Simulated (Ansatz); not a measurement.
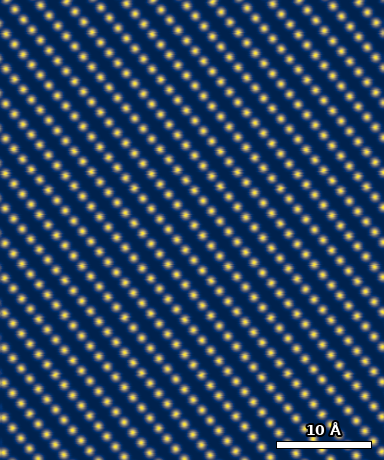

Z-contrast image of Al (P6_3/mmc, No. 194). Simulation: incoherent imaging, intensity Z^1.7 per atom, probe width 0.71 Å, thin sample. A slight drift was added. Structure: the input geometry of a calculation; the starting structure was generated, so it need not be a known form of this composition.

```cif
data_structure
_symmetry_space_group_name_H-M 'P6_3/mmc'
_symmetry_Int_Tables_number 194
_cell_length_a 2.8825
_cell_length_b 2.8825
_cell_length_c 9.7331
_cell_angle_alpha 90.000
_cell_angle_beta 90.000
_cell_angle_gamma 120.000
_cell_volume 70.04
loop_
_atom_site_label
_atom_site_type_symbol
_atom_site_symmetry_multiplicity
_atom_site_Wyckoff_symbol
_atom_site_fract_x
_atom_site_fract_y
_atom_site_fract_z
_atom_site_occupancy
Al1 Al 2 a 0.00000 0.00000 0.00000 1
Al2 Al 2 c 0.33333 0.66667 0.25000 1
```

> Which beam direction gives this image, [100], [001], [210] or [421]? (Directions equivalent by symmetry count as one.)

[210]. The projected cells are 2.50 × 9.73 Å, 90° for [100]; 2.88 × 2.88 Å, 120° for [001]; 1.44 × 2.43 Å, 90° for [210]; 2.26 × 2.26 Å, 101° for [421], and the image repeats as the [210] one does.
